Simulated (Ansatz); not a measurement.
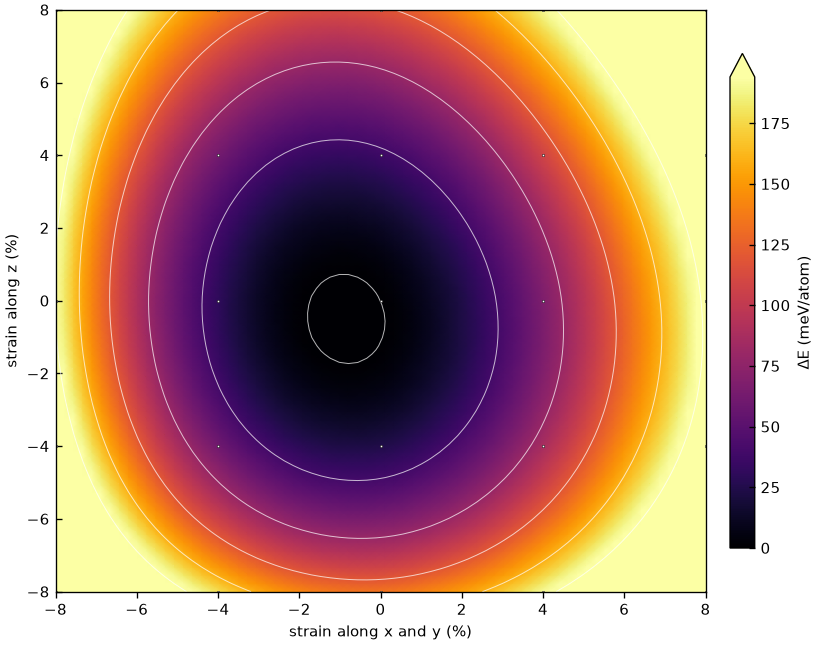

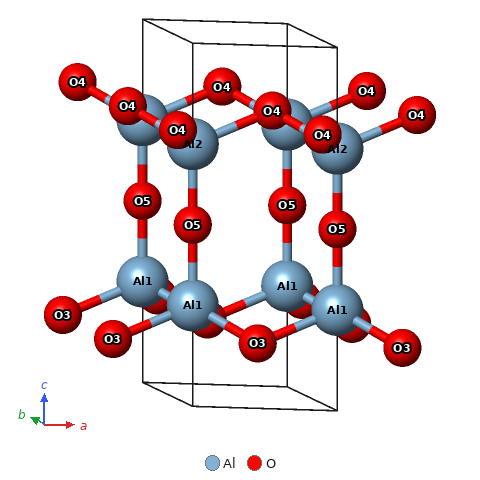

Energy landscape of Al2O3 (P-3m1, No. 164; 5 atoms in the cell). The cell is strained homogeneously, by one strain along x and y and another along z, with fractional coordinates fixed (x along [1 0 0], z along [0 0 1] of the conventional cell). The first coordinate is: strain along x and y; the second: strain along z. The grid has 5 × 5 points. Points are written as (first, second). All energies are given in meV/atom relative to the lowest grid point. The reference cell is the one listed in the database, not relaxed at this level. Computed with Ansatz, DFT PBEsol, scalar-relativistic, plane waves, PAW. Settings: cutoff 420 eV, k-mesh 12×12×4 in the order of the run's cell vectors, gaussian smearing 0.05 eV, no spin polarisation.

The picture shows a smooth colour map with a few white contour lines, dots at the grid points, one colour for all values above the top of the scale. Between grid points the surface is interpolated. The second picture is the structure at the lowest point

Q: What does the map say about the system?

A: The lowest grid point is at (0 %, 0 %). No other kind of well shows on this grid. The highest grid point, (−8 %, −8 %), lies 364 meV/atom above the lowest. Round the minimum the two coordinates are weakly coupled (coupling 0.06 in units of the two stiffnesses). The gap on the k-mesh is 2.2 eV at the lowest point and runs from 0.7 to 4.1 eV over the map.
